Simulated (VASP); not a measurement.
The compound is EuO (space group Fm-3m, No. 225), taken as an entry of the Crystallography Open Database, as set up for an electronic-structure calculation.

```xyz
8
Lattice="5.1439 0.0000 0.0000 0.0000 5.1439 0.0000 0.0000 0.0000 5.1439" Properties=species:S:1:pos:R:3 pbc="T T T"
Eu    0.0000    0.0000    0.0000
O     2.5720    0.0000    0.0000
Eu    0.0000    2.5720    2.5720
O     2.5720    2.5720    2.5720
Eu    2.5720    0.0000    2.5720
O     0.0000    0.0000    2.5720
Eu    2.5720    2.5720    0.0000
O     0.0000    2.5720    0.0000
```

Describe the stacking along [111], with columns A (0, 0), B (1/3, 2/3), C (2/3, 1/3) of the hexagonal mesh spanned by (a − b)/2 and (b − c)/2.

Eu(A) – O(C) – Eu(B) – O(A) – Eu(C) – O(B) (six layers in 8.91 Å).

O layers alone: CAB, the cubic close-packed type.

Eu: three octahedral sites in each hexagonal cell.

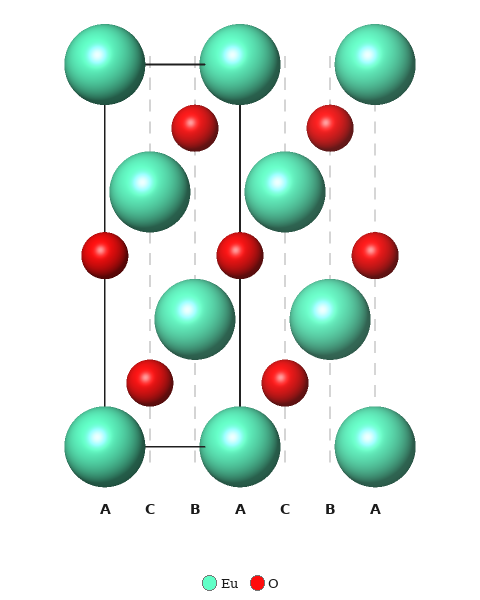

Projection along an edge of the hexagonal mesh, stacking direction [111] upwards. The dashed lines mark the three columns A (0, 0), B (1/3, 2/3) and C (2/3, 1/3). The box is the hexagonal cell of the face-centred cubic lattice. The sequence starts with the first layer at or above the cell's origin.
